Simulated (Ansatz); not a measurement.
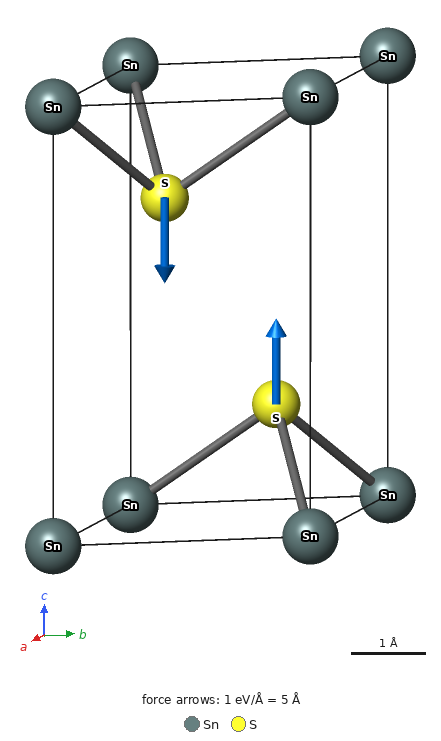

A changed version of solid SnS$_{2}$ (built on the 1T (CdI2) bulk type), with the computed forces as blue arrows. Besides, the cell is strained by +1.6 % along c and −2.0 % across it (volume −2.5 %). A ball-and-stick model of the cell of the calculation, seen slightly off an axis.

These are results of Ansatz, DFT, PBE, plane waves, PAW, not measurements. Settings: plane-wave cutoff 420 eV; k-point mesh 12 × 12 × 4; occupations fermi dirac; smearing width 0.02 eV; no spin polarisation.

How do the forces relate to the distortion?

Answer. The atoms keep their fractional coordinates. No relaxation follows. It costs 19.3 meV per atom. The pressure goes from 3.1 to 5.4 GPa. The principal stresses (compression positive) are 3.4 GPa along c and 6.4 GPa across it. The largest forces, 0.24 eV/Å, act on 2 S atoms of the calculation's cell. Some distances before and after: S–Sn 2.571 → 2.551 Å. The space group stays P-3m1 (No. 164).

Limits of the set-up: layers or molecules are held without a dispersion correction, so their spacing is unreliable.
